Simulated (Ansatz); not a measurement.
## Run report: W13Se29, geometry relaxation (part 1 of 3)

- system: W13Se29 (defect cell, 42 atoms in the cell)
- method: DFT PBE+D3(BJ), scalar-relativistic, plane waves, PAW, no spin polarisation (Ansatz 0.2.0)

The structure derives from an entry of the Crystallography Open Database.

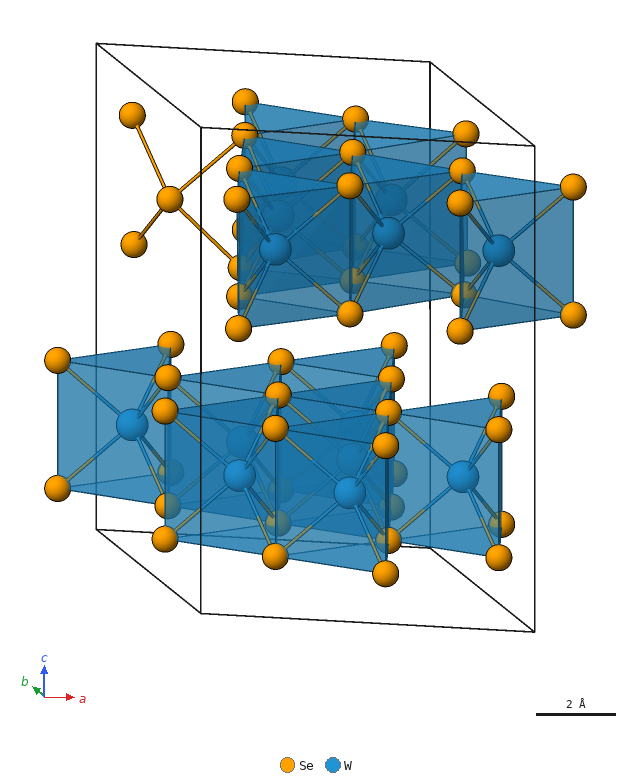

**Figure 1.** The starting structure (polyhedral view of the cell of the calculation, seen slightly off an axis; polyhedra are completed across the faces of the cell). An atom can appear more than once, as a periodic image.

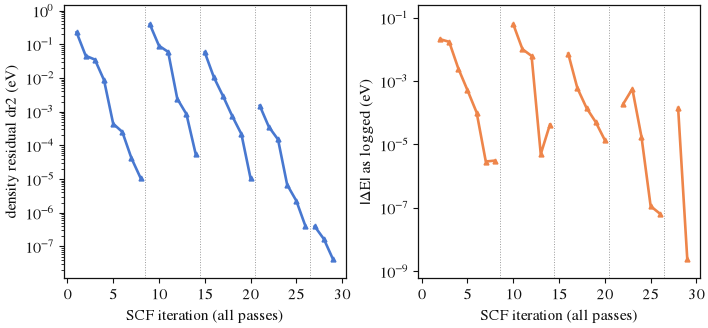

**Figure 2.** Convergence of the self-consistent field: density residual dr2 and size of the energy change against the SCF iteration. The dotted lines part the SCF passes of the relaxation: geometry steps, rejected trials and re-solves on a re-selected basis. The 5 passes take 3 to 8 iterations each, 29 in all.

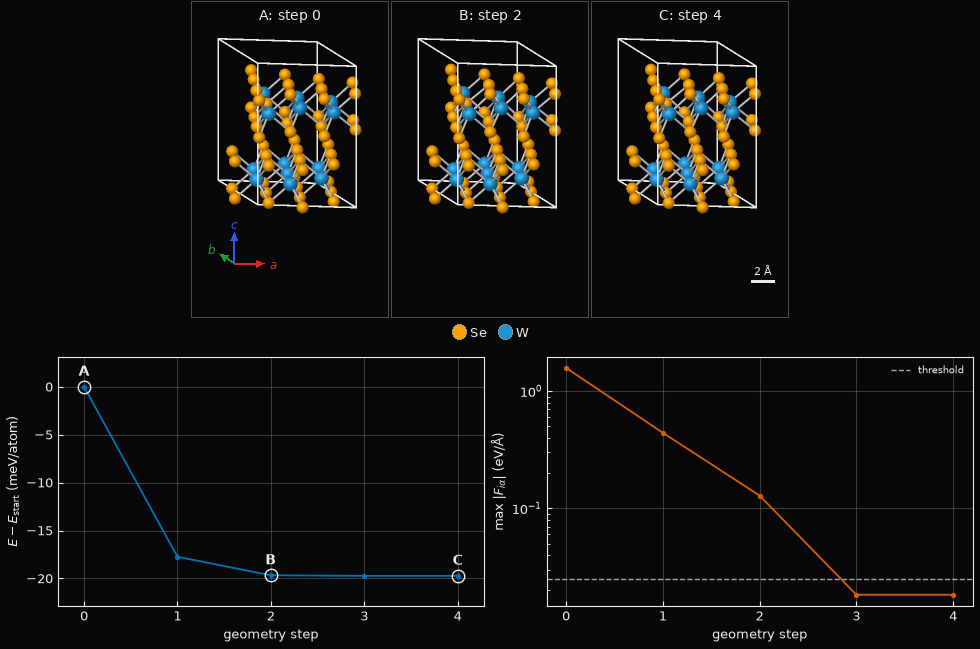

**Figure 3.** Frames of the relaxation (ball-and-stick view of the cell of the calculation (origin shifted), with bonded neighbours outside it, seen slightly off an axis) above the curves, on which the letters mark them (the first geometry is step 0 here and step 1 in the log).

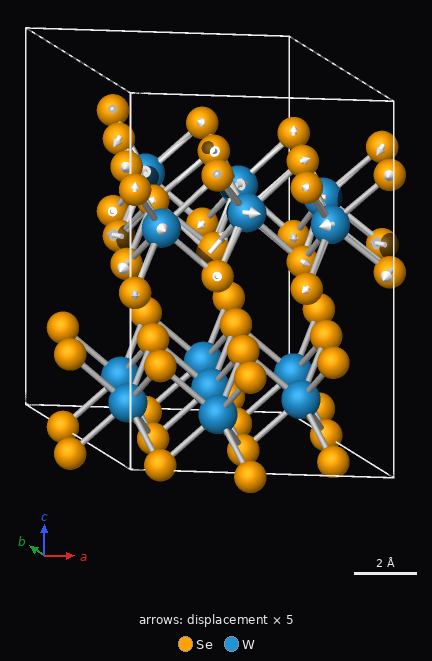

**Figure 4.** Start (faint) and end (solid) with the displacements as white arrows, magnified 5 times (ball-and-stick view of the cell of the calculation (origin shifted), with bonded neighbours outside it, seen slightly off an axis). After 4 geometry steps the energy has fallen by 19.7 meV per atom. The largest force component goes from 1.6 to 0.018 eV/Å. Se36 moves most: 0.20 Å. Largest moves by element: Se 0.20 Å, W 0.13 Å. The lattice vectors keep their values. Distances before and after: Se1–Se39 2.450 → 2.588 Å, W7–Se36 2.640 → 2.557 Å, W2–Se22 2.476 → 2.555 Å, W5–Se27 2.488 → 2.555 Å. Among the angles that change: Se22–Se1–Se36 86.4° → 79.4°, Se26–W7–Se42 136.1° → 142.5°, W2–Se36–W7 77.3° → 83.7°. (Atoms are counted from 1 in the order of the input.)

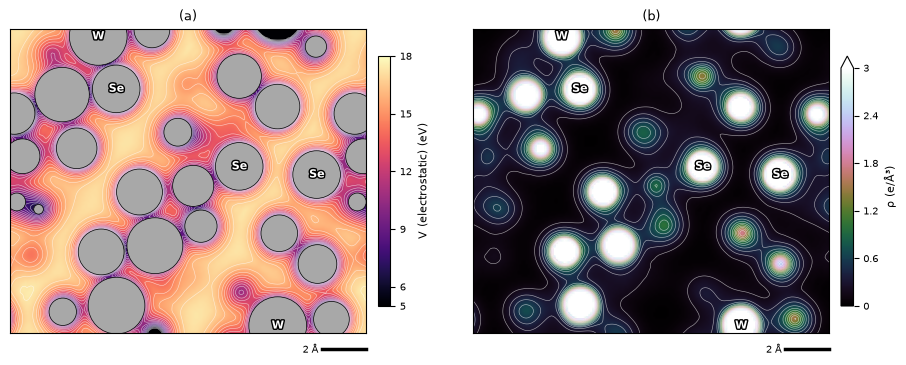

**Figure 5.** (a) electrostatic potential energy of an electron; (b) valence electron density on the (111) plane of the calculation cell. Grey discs, where drawn, cover atomic cores. W–Se (2.52 Å): the density is about 0.56 e/Å³ at the midpoint. Away from the nuclei the density in this plane falls to 0.02 e/Å³ at its lowest. Outside the cores the potential energy rises away from the atoms and is highest about 2.0 Å from the nearest atoms; outside the discs it spans about 12 eV, and its zero is arbitrary. In a PAW calculation such maps are meaningful between the atoms, not at the nuclei.

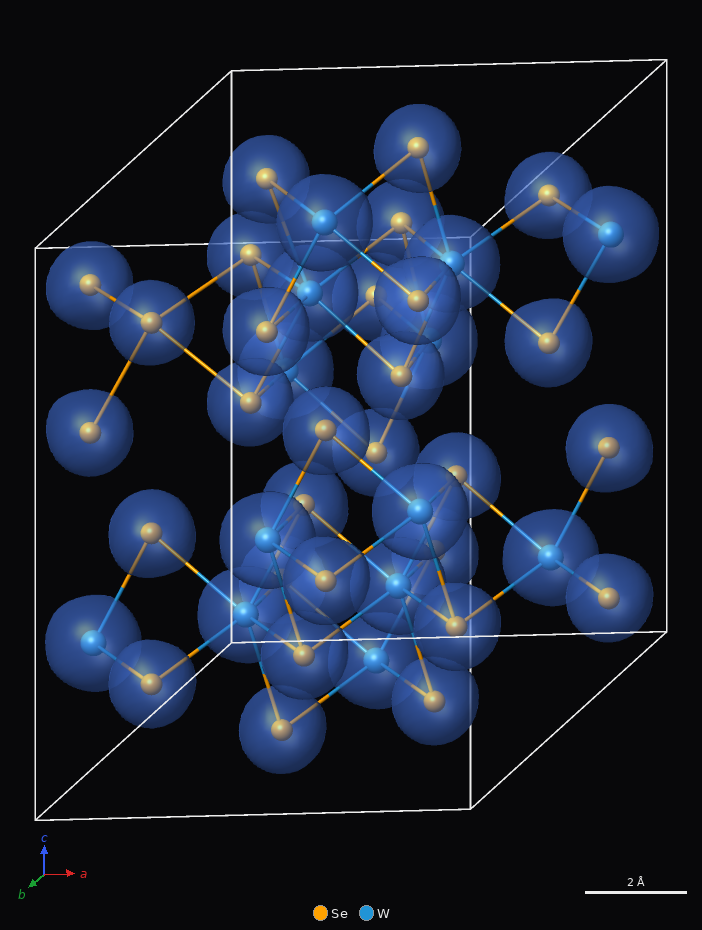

**Figure 6.** Isosurface of the valence pseudo-density at 0.8 e/Å³ (blue), seen at an oblique angle. Sticks mark near contacts. The outline is the calculation cell. At this value the density breaks into separate islands; it holds about 70 % of the electrons treated as valence (semicore included). It is pinched off along the W–Se (2.51 Å), Se–Se (2.59 Å) and W–Se (2.55 Å) contacts. On the grid the lowest density along these lines, outside the cores, is 0.56 e/Å³ (W–Se, 2.51 Å), 0.46 e/Å³ (Se–Se, 2.59 Å) and 0.54 e/Å³ (W–Se, 2.55 Å).

The input that produced these results follows, with the program's output.

## Input file
```yaml
crystal:
  lattice:
    - [8.1975394127, -2.839710952, 0.0]
    - [-6.5580315302, -5.679421904, 0.0]
    - [0.0, 0.0, -12.7885060674]
  atoms:
    - { symbol: Se, position: [0.102324686, 0.6232915406, 0.7481961483] }
    - { symbol: W, position: [0.380952381, 0.4761904762, 0.75] }
    - { symbol: W, position: [0.9523809524, 0.1904761905, 0.75] }
    - { symbol: W, position: [0.6666666667, 0.3333333333, 0.75] }
    - { symbol: W, position: [0.2380952381, 0.0476190476, 0.75] }
    - { symbol: W, position: [0.8095238095, 0.7619047619, 0.75] }
    - { symbol: W, position: [0.5238095238, 0.9047619048, 0.75] }
    - { symbol: W, position: [0.3333333333, 0.6666666667, 0.25] }
    - { symbol: W, position: [0.619047619, 0.5238095238, 0.25] }
    - { symbol: W, position: [0.1904761905, 0.2380952381, 0.25] }
    - { symbol: W, position: [0.9047619048, 0.380952381, 0.25] }
    - { symbol: W, position: [0.4761904762, 0.0952380952, 0.25] }
    - { symbol: W, position: [0.0476190476, 0.8095238095, 0.25] }
    - { symbol: W, position: [0.7619047619, 0.9523809524, 0.25] }
    - { symbol: Se, position: [0.0952380952, 0.619047619, 0.3817115352] }
    - { symbol: Se, position: [0.380952381, 0.4761904762, 0.3817115352] }
    - { symbol: Se, position: [0.9523809524, 0.1904761905, 0.3817115352] }
    - { symbol: Se, position: [0.6666666667, 0.3333333333, 0.3817115352] }
    - { symbol: Se, position: [0.2380952381, 0.0476190476, 0.3817115352] }
    - { symbol: Se, position: [0.8095238095, 0.7619047619, 0.3817115352] }
    - { symbol: Se, position: [0.5238095238, 0.9047619048, 0.3817115352] }
    - { symbol: Se, position: [0.338142569, 0.6598599946, 0.8823306023] }
    - { symbol: Se, position: [0.619047619, 0.5238095238, 0.8817115352] }
    - { symbol: Se, position: [0.1904761905, 0.2380952381, 0.8817115352] }
    - { symbol: Se, position: [0.9028087277, 0.3821899187, 0.879025188] }
    - { symbol: Se, position: [0.4761904762, 0.0952380952, 0.8817115352] }
    - { symbol: Se, position: [0.052580374, 0.8241238965, 0.8845203929] }
    - { symbol: Se, position: [0.7619047619, 0.9523809524, 0.8817115352] }
    - { symbol: Se, position: [0.0952380952, 0.619047619, 0.1182884648] }
    - { symbol: Se, position: [0.380952381, 0.4761904762, 0.1182884648] }
    - { symbol: Se, position: [0.9523809524, 0.1904761905, 0.1182884648] }
    - { symbol: Se, position: [0.6666666667, 0.3333333333, 0.1182884648] }
    - { symbol: Se, position: [0.2380952381, 0.0476190476, 0.1182884648] }
    - { symbol: Se, position: [0.8095238095, 0.7619047619, 0.1182884648] }
    - { symbol: Se, position: [0.5238095238, 0.9047619048, 0.1182884648] }
    - { symbol: Se, position: [0.3283983076, 0.6626568141, 0.6091575024] }
    - { symbol: Se, position: [0.619047619, 0.5238095238, 0.6182884648] }
    - { symbol: Se, position: [0.1904761905, 0.2380952381, 0.6182884648] }
    - { symbol: Se, position: [0.9115553503, 0.3927690793, 0.6227335347] }
    - { symbol: Se, position: [0.4761904762, 0.0952380952, 0.6182884648] }
    - { symbol: Se, position: [0.0520819268, 0.8061442053, 0.6217085401] }
    - { symbol: Se, position: [0.7619047619, 0.9523809524, 0.6182884648] }
  host:
    lattice:
      - [3.2790157651, 0.0, 0.0]
      - [-1.6395078825, 2.839710952, 0.0]
      - [0.0, 0.0, 12.7885060674]
    atoms:
      - { symbol: W, position: [0.3333333333, 0.6666666667, 0.25] }
      - { symbol: W, position: [0.6666666667, 0.3333333333, 0.75] }
      - { symbol: Se, position: [0.3333333333, 0.6666666667, 0.6182884648] }
      - { symbol: Se, position: [0.6666666667, 0.3333333333, 0.1182884648] }
      - { symbol: Se, position: [0.3333333333, 0.6666666667, 0.8817115352] }
      - { symbol: Se, position: [0.6666666667, 0.3333333333, 0.3817115352] }
basis:
  ecutwfc: 420
  xc_grid: 2
kpoints:
  mp_grid: { grid: [2, 2, 2], shift: [0.0, 0.0, 0.0] }
hamiltonian:
  xc: pbe
  dispersion: d3bj
scf:
  occupations: { method: gaussian, width: 0.01 }
output:
  forces: true
  stress: false
  eigenvalues: true
  charged_corrections:
    defect_position: [0.0952381, 0.61904762, 0.75]
    epsilon: [[15.7662, 0.0, 0.0], [0.0, 15.7662, 0.0], [0.0, 0.0, 8.2375]]
  write_density: true
  write_potential: true
  elf: true
  volumetric_format: npy
relax:
  adjacent_minimum: "off"
  f_tol: 0.025
  max_steps: 60
```

Command:
```bash
ansatz run input.yaml --threads 8 --pin off --max-ram 22528MiB --backend cpu --events-out ev --progress --plain --runs-dir out
```

## Output
```
Engine: ansatz 0.2.0, x86_64-unknown-linux-gnu
Pseudopotentials: kind: paw
Pseudopotential: Se, paw, valence charge 16, recommended cutoff 420 eV (normal), Se.paw.azcp
Pseudopotential: W, paw, valence charge 14, recommended cutoff 420 eV (normal), W.paw.azcp
Functional definition: PBE
  parameter kappa = 0.804
  parameter beta = 0.06672455060314922
  exchange = pbe_x(kappa = kappa, mu = beta*pi^2/3)
  correlation = pbe_c(beta = beta)
Crystal: 42 atoms, lattice volume = 833.557 Å³
Basis set: ecut = 420 eV, 16321 PW (Γ), exchange–correlation on 120×120×180 points (8 copies of the dense FFT grid, shifted against one another)
Bands: 388, of which v1, the nominal top of the filled ones, is band 323 counted from 1 (322 counted from 0)
Symmetry: 1 space group operations
Space group: P1 (ITA 1), of the structure as read, at distance tolerance 9.4e-5 Å
k-points: 8
Non-local potential: Se, projectors of the file, l = 0: 2, l = 1: 2, l = 2: 3, l = 3: 1
Non-local potential: W, projectors of the file, l = 0: 3, l = 1: 2, l = 2: 2, l = 3: 1
PAW form: soft (Blöchl's): semilocal exchange-correlation on the pseudo side does not see the compensation charge
PAW one-centre angular grid: Se, 590 points (default); XC on 64 Gauss nodes
PAW one-centre angular grid: W, 590 points (default); XC on 64 Gauss nodes
Initial density: superposition of atomic densities (neutral atoms: chi_scale 0, normalization atom), corrected by the library's trained network
Initial wavefunctions: pseudopotential atomic-orbital guess
Functional: x = pbe(κ = 0.804, μ = 0.2195149727645171), c = pbe(β = 0.06672455060314922)
SCF iter   1: F=—  HF=-293641.949598 eV  |F-HF|=—  |Δ(HF+E_count)|=         —  Δρ=5.57e-3  dr2=2.27e-1  ethr=1.77e-3  ⟨swp⟩=6.0  Hψ=10401  notcnv=0  defer=156
preconditioner: auto → Resta (q_TF=auto, 2.615 Å⁻¹)  ε∞=6.3  [insulator: Δε(μ)=0.072 eV  Ē_g=8.858 eV  σ=0.010 eV  W_gap=1.00  n_scr=262 (ndim 8)  ℏωp=20.4 eV  f_vac=0.033  D(μ)=0.00/eV (n_scr^D=0)  ε∞_Penn≈6.3]
SCF iter   2: F=—  HF=-293641.970690 eV  |F-HF|=—  |Δ(HF+E_count)|=   2.11e-2  Δρ=3.02e-3  dr2=4.56e-2  ethr=3.52e-5  ⟨swp⟩=2.5  Hψ=6105  notcnv=0  defer=475
SCF iter   3: F=—  HF=-293641.988092 eV  |F-HF|=—  |Δ(HF+E_count)|=   1.74e-2  Δρ=1.60e-3  dr2=3.52e-2  ethr=7.07e-6  ⟨swp⟩=2.5  Hψ=5158  notcnv=0  defer=475
SCF iter   4: F=—  HF=-293641.990590 eV  |F-HF|=—  |Δ(HF+E_count)|=   2.50e-3  Δρ=6.64e-4  dr2=8.64e-3  ethr=5.45e-6  ⟨swp⟩=2.0  Hψ=3448  notcnv=0  defer=475
SCF iter   5: F=—  HF=-293641.991106 eV  |F-HF|=—  |Δ(HF+E_count)|=   5.16e-4  Δρ=2.01e-4  dr2=4.38e-4  ethr=1.34e-6  ⟨swp⟩=2.0  Hψ=3233  notcnv=0  defer=475
SCF iter   6: F=—  HF=-293641.991208 eV  |F-HF|=—  |Δ(HF+E_count)|=   1.02e-4  Δρ=1.10e-4  dr2=2.50e-4  ethr=6.78e-8  ⟨swp⟩=2.0  Hψ=5165  notcnv=0  defer=475
SCF iter   7: F=—  HF=-293641.991205 eV  |F-HF|=—  |Δ(HF+E_count)|=   2.90e-6  Δρ=4.81e-5  dr2=4.11e-5  ethr=3.87e-8  ⟨swp⟩=2.0  Hψ=3403  notcnv=0  defer=475
SCF iter   8: F=-293641.991204 eV  HF=-293641.991208 eV  |F-HF|=3.99e-6  |Δ(HF+E_count)|=   3.10e-6  Δρ=2.54e-5  dr2=1.06e-5  ethr=2.42e-9  ⟨swp⟩=15.5  Hψ=31352  notcnv=0
SCF 1 converged in 8 iterations: F = -293641.991204 eV  dr2 = 1.06e-5
  greatest PAW one-centre occupation: 1.000 electrons in one spin orbital (limit 2), on the Se atom at site 0 (counted from 0), in its partial waves of l = 2
relax step   1: F+E_penalty+E_count = -293641.99120449 eV  Δ(F+E_penalty+E_count) = +0.000e0 eV  max|allowed force component| = 1.580e0 eV/Å  Δτ_max = 0.0000 Å  (8 SCF iters, dr2 threshold 1.56e-5 eV, accepted)
Initial density: handed on by an earlier stage of this run
Initial wavefunctions: those handed on with the density
iter 1 solved again at ethr=6.00e-5 eV; its pass at ethr=3.10e-3 eV (dr2=3.88e-1 eV) is discarded
SCF iter   1: F=—  HF=-293642.815185 eV  |F-HF|=—  |Δ(HF+E_count)|=         —  Δρ=6.08e-3  dr2=3.93e-1  ethr=6.00e-5  ⟨swp⟩=1.0  Hψ=9441  notcnv=0  defer=441
preconditioner: auto → Resta (q_TF=auto, 2.615 Å⁻¹)  ε∞=6.3  [insulator: Δε(μ)=0.150 eV  Ē_g=8.860 eV  σ=0.010 eV  W_gap=1.00  n_scr=262 (ndim 8)  ℏωp=20.4 eV  f_vac=0.031  D(μ)=0.00/eV (n_scr^D=0)  ε∞_Penn≈6.3]
SCF iter   2: F=—  HF=-293642.752859 eV  |F-HF|=—  |Δ(HF+E_count)|=   6.23e-2  Δρ=3.31e-3  dr2=9.05e-2  ethr=6.00e-5  ⟨swp⟩=2.0  Hψ=3446  notcnv=0  defer=441
SCF iter   3: F=—  HF=-293642.742619 eV  |F-HF|=—  |Δ(HF+E_count)|=   1.02e-2  Δρ=1.59e-3  dr2=5.96e-2  ethr=1.40e-5  ⟨swp⟩=3.0  Hψ=4910  notcnv=0  defer=476
SCF iter   4: F=—  HF=-293642.736393 eV  |F-HF|=—  |Δ(HF+E_count)|=   6.23e-3  Δρ=4.48e-4  dr2=2.41e-3  ethr=9.23e-6  ⟨swp⟩=2.0  Hψ=3539  notcnv=0  defer=478
SCF iter   5: F=—  HF=-293642.736397 eV  |F-HF|=—  |Δ(HF+E_count)|=   4.95e-6  Δρ=2.22e-4  dr2=8.43e-4  ethr=3.73e-7  ⟨swp⟩=2.0  Hψ=5116  notcnv=0  defer=478
SCF iter   6: F=-293642.736342 eV  HF=-293642.736355 eV  |F-HF|=1.34e-5  |Δ(HF+E_count)|=   4.24e-5  Δρ=6.39e-5  dr2=5.65e-5  ethr=1.55e-8  ⟨swp⟩=15.6  Hψ=31655  notcnv=0
SCF 2 converged in 6 iterations: F = -293642.736342 eV  dr2 = 5.65e-5
relax step   2: F+E_penalty+E_count = -293642.73634163 eV  Δ(F+E_penalty+E_count) = -7.451e-1 eV  max|allowed force component| = 4.417e-1 eV/Å  Δτ_max = 0.1949 Å  (6 SCF iters, dr2 threshold 1.00e-4 eV, accepted)
SCF iter   1: F=—  HF=-293642.825767 eV  |F-HF|=—  |Δ(HF+E_count)|=         —  Δρ=2.20e-3  dr2=5.78e-2  ethr=9.31e-5  ⟨swp⟩=4.0  Hψ=5366  notcnv=0  defer=481
preconditioner: auto → Resta (q_TF=auto, 2.615 Å⁻¹)  ε∞=6.3  [insulator: Δε(μ)=0.202 eV  Ē_g=8.858 eV  σ=0.010 eV  W_gap=1.00  n_scr=262 (ndim 8)  ℏωp=20.4 eV  f_vac=0.030  D(μ)=0.00/eV (n_scr^D=0)  ε∞_Penn≈6.3]
SCF iter   2: F=—  HF=-293642.818409 eV  |F-HF|=—  |Δ(HF+E_count)|=   7.36e-3  Δρ=1.19e-3  dr2=1.04e-2  ethr=8.94e-6  ⟨swp⟩=2.0  Hψ=3657  notcnv=0  defer=481
SCF iter   3: F=—  HF=-293642.817809 eV  |F-HF|=—  |Δ(HF+E_count)|=   6.00e-4  Δρ=5.77e-4  dr2=2.88e-3  ethr=1.62e-6  ⟨swp⟩=2.0  Hψ=4174  notcnv=0  defer=481
SCF iter   4: F=—  HF=-293642.817668 eV  |F-HF|=—  |Δ(HF+E_count)|=   1.42e-4  Δρ=1.80e-4  dr2=7.39e-4  ethr=4.47e-7  ⟨swp⟩=2.0  Hψ=3673  notcnv=0  defer=481
SCF iter   5: F=—  HF=-293642.817616 eV  |F-HF|=—  |Δ(HF+E_count)|=   5.10e-5  Δρ=9.69e-5  dr2=2.16e-4  ethr=1.14e-7  ⟨swp⟩=2.0  Hψ=5111  notcnv=0  defer=481
SCF iter   6: F=-293642.817598 eV  HF=-293642.817603 eV  |F-HF|=4.73e-6  |Δ(HF+E_count)|=   1.37e-5  Δρ=2.90e-5  dr2=1.05e-5  ethr=1.89e-9  ⟨swp⟩=15.8  Hψ=26647  notcnv=0
SCF 3 converged in 6 iterations: F = -293642.817598 eV  dr2 = 1.05e-5
relax step   3: F+E_penalty+E_count = -293642.81759807 eV  Δ(F+E_penalty+E_count) = -8.126e-2 eV  max|allowed force component| = 1.286e-1 eV/Å  Δτ_max = 0.0545 Å  (6 SCF iters, dr2 threshold 1.22e-5 eV, accepted)
```
